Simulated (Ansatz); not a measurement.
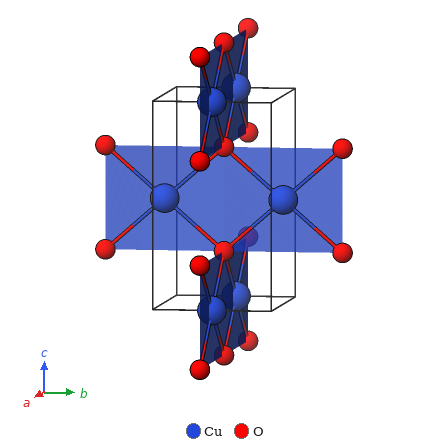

System: CuO, space group Cccm (No. 66). The picture shows the cell.

Starting cell:
```
CELL_PARAMETERS angstrom
1.99097 -2.15355 0.00000
1.99097 2.15355 0.00000
0.00000 0.00000 5.15593
ATOMIC_POSITIONS crystal
Cu 0.00000 0.50000 0.00000
Cu 0.50000 0.00000 0.50000
O 0.50000 0.50000 0.25000
O 0.50000 0.50000 0.75000
```

Method: several magnetic starts of one crystal ranked at fixed atoms, signs over the magnetic atoms (u up, d down); plane-wave DFT of a periodic cell (Ansatz 0.2.0). Level: r2SCAN.

cell charge 0 e; exact exchange fraction 0; potentials PAW default; wave cutoff 500 eV; k mesh 14x14x8; occupation rule Gaussian; occupation width 0.1 eV.

Key: 1 = non-magnetic; 2 = ferromagnetic; 3 = parallel large; 4 = antiferromagnetic (signs ud); 5 = parallel small.

Describe the result: the energy above the lowest of each magnetic start.

Among these starts the lowest is no. 4; the next, no. 2, is 10.8 meV/atom higher.

```tsv
magnetic start	energy above the lowest (meV/atom)	largest site moment (μB)	final order
no. 1	42.7	0.000	non-magnetic
no. 2	10.8	0.625	ferromagnetic
no. 3	10.8	0.625	ferromagnetic
no. 4	0.0	0.561	antiferromagnetic
no. 5	10.8	0.625	ferromagnetic
```

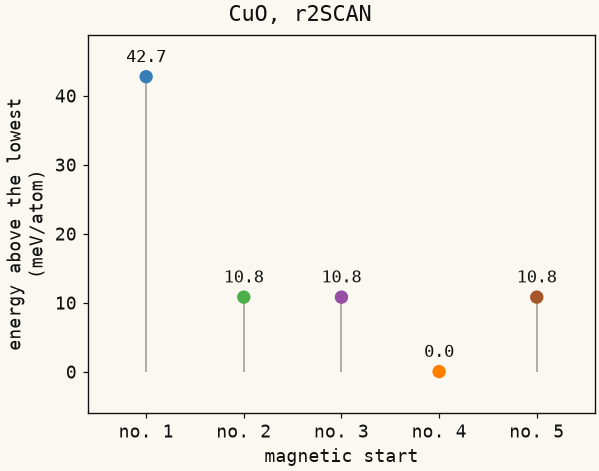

Keep in mind: not tested for a lower state; the state may not be the lowest.
